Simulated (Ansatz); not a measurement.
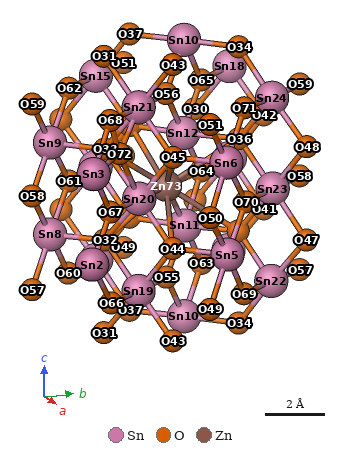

A defect cell of composition Sn24O48Zn (cell charge +2), before the relaxation. Style: ball-and-stick. Shown: the atoms within 5.8 Å of the atom that moves most (axes of the cell of the calculation (origin shifted)), slightly off an axis.

Computed with DFT, PBEsol, PAW, plane waves (Ansatz).

Settings: plane-wave cutoff 420 eV; k-point mesh 1 × 1 × 1; mesh shifted by (0.25, 0.25, 0.25); no spin polarisation; atoms relaxed in a fixed cell; force threshold 0.03 eV/Å; at most 80 steps.

```
Sn O Zn
1.0
     9.53809    0.00000    0.00000
     0.00000    9.53809    0.00000
     0.00000    0.00000    9.63630
Sn O Zn
24 48 1
Direct
  0.99792 0.99778 0.99760
  0.00241 0.99444 0.33799
  0.00134 0.00035 0.66476
  0.99702 0.49733 0.00319
  0.00057 0.50070 0.33692
  0.00089 0.49694 0.67017
  0.49999 0.00248 0.00258
  0.50100 0.99979 0.33440
  0.50202 0.99897 0.66699
  0.50140 0.50035 0.00209
  0.50364 0.50210 0.33085
  0.50051 0.49711 0.66508
  0.25148 0.25300 0.16799
  0.24888 0.25153 0.50318
  0.24861 0.25288 0.83368
  0.25250 0.74744 0.16738
  0.24980 0.75367 0.50004
  0.25335 0.75079 0.83340
  0.74840 0.25025 0.16678
  0.75190 0.25144 0.50141
  0.75139 0.24955 0.83220
  0.74673 0.74677 0.16679
  0.74816 0.75174 0.50099
  0.74725 0.74965 0.82933
  0.14859 0.15392 0.99393
  0.15434 0.15298 0.33536
  0.14890 0.15363 0.66044
  0.15318 0.65610 0.99817
  0.15191 0.65467 0.33334
  0.15528 0.65203 0.66415
  0.65219 0.15126 0.00184
  0.65467 0.15311 0.33725
  0.65723 0.15274 0.66687
  0.65067 0.65577 0.99938
  0.65033 0.65455 0.33288
  0.65184 0.65692 0.66705
  0.34828 0.34592 0.00030
  0.34564 0.34654 0.33644
  0.34898 0.34883 0.66951
  0.34826 0.84604 0.99847
  0.34746 0.84801 0.33087
  0.34603 0.84821 0.67058
  0.84721 0.34591 0.00164
  0.84627 0.34507 0.33563
  0.84807 0.34632 0.66566
  0.84594 0.84504 0.00053
  0.84310 0.84694 0.32917
  0.84557 0.84689 0.66765
  0.09747 0.40384 0.16723
  0.09721 0.40483 0.49914
  0.09634 0.40445 0.83611
  0.09577 0.90277 0.16684
  0.09786 0.90590 0.50030
  0.10013 0.90108 0.83389
  0.59243 0.40419 0.17086
  0.59524 0.40209 0.83609
  0.59418 0.90195 0.16233
  0.59468 0.90126 0.50167
  0.59528 0.90211 0.83427
  0.40465 0.09824 0.16543
  0.40179 0.10145 0.49795
  0.40382 0.10104 0.83432
  0.40223 0.59718 0.16401
  0.40564 0.59484 0.49938
  0.40369 0.59476 0.82839
  0.90261 0.09729 0.16942
  0.90361 0.09380 0.49836
  0.89949 0.09400 0.82917
  0.90007 0.59483 0.16588
  0.90294 0.60082 0.49884
  0.90338 0.59558 0.83962
  0.85497 0.14391 0.69557
  0.59837 0.40239 0.50232
```

What does the optimiser find from here?

Answer. Over 15 geometry steps the energy falls by 14.975 eV per cell of the calculation. Largest force component: 9.8 eV/Å at the start, 0.018 eV/Å at the end. The atom that moves furthest is Zn73 (1.37 Å roughly along [−2 −3 0]). Largest moves by element: Zn 1.37 Å, O 1.08 Å, Sn 0.35 Å. The lattice vectors keep their values. Some distances before and after: O61–Zn73 3.429 → 1.985 Å, O35–Zn73 2.949 → 4.147 Å, O36–Zn73 2.945 → 4.057 Å, O33–Zn73 2.915 → 2.102 Å. New bonds form: O61–Zn73 (3.43 → 1.98 Å). Bonds break: Sn11–Zn73 (2.11 → 2.77 Å), Sn12–Zn73 (2.04 → 2.70 Å), Sn20–O72 (2.35 → 3.15 Å), Sn3–O68 (2.06 → 2.71 Å). Bond angles that change, for instance: O32–Sn20–O45 179.2° → 151.8°, Sn3–O72–O68 72.3° → 98.8°, O33–Sn20–O44 178.8° → 157.4°.

After the run, drawn alike:

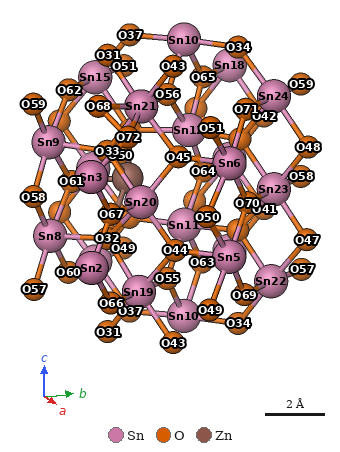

Limits of the set-up: the cell is charged, on a uniform background, and energies carry no finite-size correction.
